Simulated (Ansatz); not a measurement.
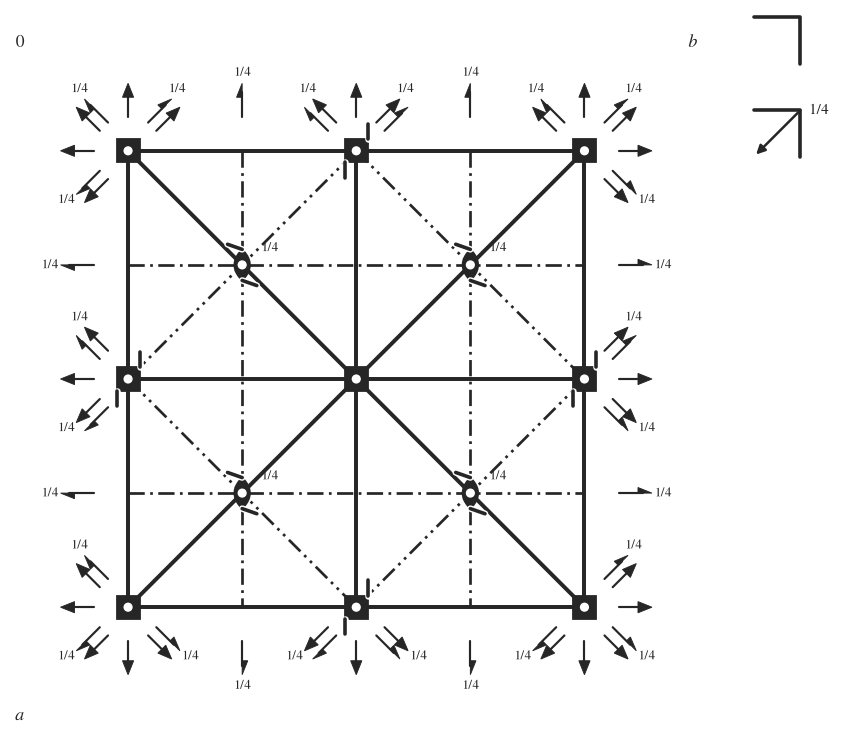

Symmetry elements of a space group, projected down c, computed from the operations of a computed or model structure of composition Si.

Symbols follow the International Tables: origin at the upper left, the third axis towards the viewer; heavy, dashed, dotted, dash-dotted and dash-dot-dot lines are mirror, in-plane glide, out-of-plane glide, diagonal (n; with arrows d) and double (e) glide planes seen edge on; arrows at the rim are 2 (full head) and 2₁ (half head) axes in the plane; the corner sign is a plane parallel to the page; fractions are heights. Handed screw axes carry their printed symbol instead of tails.

Question: Which space group is it?

Answer: I4/mmm (No. 139); body-centred tetragonal, point group 4/mmm, 32 general positions a cell.

Question: List the elements shown.

Answer: 4₂ axes along c at (0, 1/2), (1/2, 0); 4 axes along c at (0, 0), (1/2, 1/2); 2₁ axes along c at (1/4, 1/4), (1/4, 3/4), (3/4, 1/4), (3/4, 3/4); inversion centres at (0, 0), (0, 1/2), (1/4, 1/4; c height 1/4), (1/4, 3/4; c height 1/4), (1/2, 0), (1/2, 1/2), (3/4, 1/4; c height 1/4), (3/4, 3/4; c height 1/4); mirror planes holding c and [1 1 0] or [−1 1 0]; e glide planes holding c and [1 1 0] or [−1 1 0]; mirror planes normal to a, at x = 0, 1/2; n glide planes normal to a, at x = 1/4, 3/4; mirror planes normal to b, at y = 0, 1/2; n glide planes normal to b, at y = 1/4, 3/4; a mirror plane normal to c at height 0; an n glide plane normal to c at height 1/4; 2 axes along [1 1 0] at heights 0, 1/4; 2 axes along [−1 1 0] at heights 0, 1/4; 2 axes along a at height 0; 2 axes along b at height 0; 2₁ axes along [1 1 0] at heights 0, 1/4; 2₁ axes along [−1 1 0] at heights 0, 1/4; 2₁ axes along a at height 1/4; 2₁ axes along b at height 1/4. Heights repeat every half period; positions are (a, b) fractions, modulo 1.

Question: Write the general positions (in any order).

Answer: For each centring vector (0, 0, 0), (1/2, 1/2, 1/2):
x, y, z
−x, −y, −z
−y, x, z
y, −x, −z
−x, −y, z
x, y, −z
y, −x, z
−y, x, −z
x, −y, −z
−x, y, z
−y, −x, −z
y, x, z
−x, y, −z
x, −y, z
y, x, −z
−y, −x, z
